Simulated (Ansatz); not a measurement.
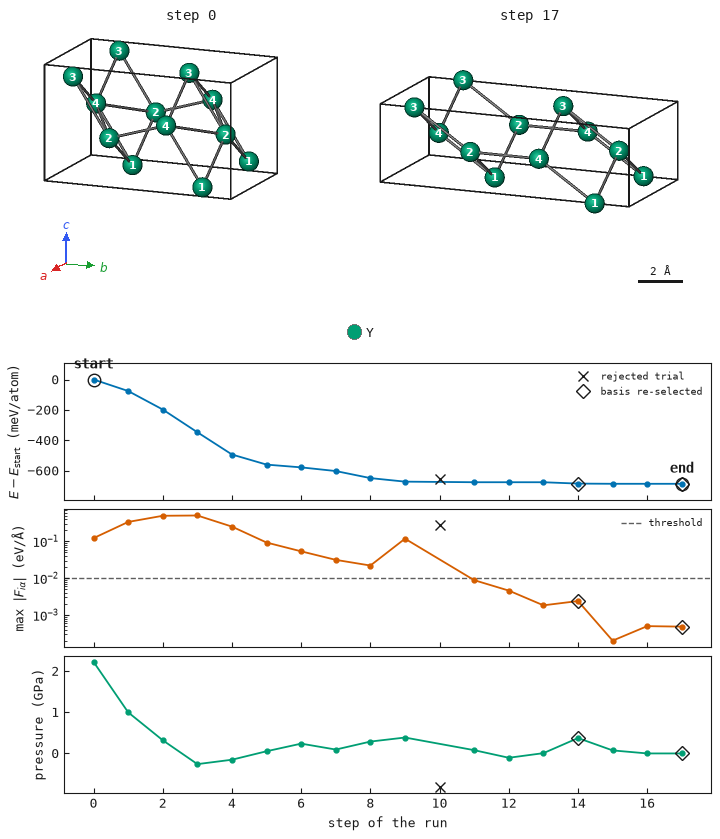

First and last geometry of a relaxation of a crystal of Y (built on the alpha-gallium_64 type), with the history of the run. Style: ball-and-stick. Shown: the conventional cell (2 times the calculation's cell), slightly off an axis. Lengths and directions refer to the drawn axes.

Case: alpha-gallium type (Cmce, No. 64).

These are results of DFT PBE, scalar-relativistic, plane waves, PAW in Ansatz, not measurements. (plane-wave cutoff 420 eV; k-point mesh 10 × 10 × 8; occupations gaussian; smearing width 0.1 eV; no spin polarisation; cell and atoms relaxed; force threshold 0.01 eV/Å; at most 80 steps)

Did the run converge, and what did it change?

Answer. It converged. The energy falls by 687 meV per atom in 14 accepted moves (17 points after the start). Largest force component: 0.12 eV/Å at the start, 0.00048 eV/Å at the end. Pressure: 2.22 GPa at the start and 0.00 GPa at the end. The line search rejected the trial step at point 10 of the run. At 2 points the geometry stayed and the basis and grid were re-selected for the new cell (energy shift of 8.9 meV per atom at most each time). The largest moves relative to the cell, 0.34 Å, are those of Y1, Y2, Y3 and Y4. Y2 goes roughly along [0 1 3]. The drawn cell changes as follows: a 5.504 → 5.788 Å (+5.2 %), b 9.328 → 12.460 Å (+33.6 %), c 5.511 → 3.705 Å (−32.8 %); the volume changes by −5.6 %. Among the contacts that change: Y1–Y1 5.511 → 3.705 Å, Y1–Y2 4.548 → 3.436 Å, Y1–Y3 3.410 → 4.025 Å, Y1–Y3 (another image) 2.974 → 3.433 Å. New bonds form: Y1–Y2 (4.55 → 3.44 Å), Y3–Y4 (4.55 → 3.44 Å). Bond angles that change, for instance: Y4–Y1–Y4 113.1° → 67.0°, Y3–Y1–Y4 106.5° → 146.5°, Y2–Y1–Y4 61.8° → 72.7°. The space group (tolerance 0.01 Å) goes from Cmce (No. 64) to Fmmm (No. 69). The run took of the order of 10 core-minutes on a shared host.
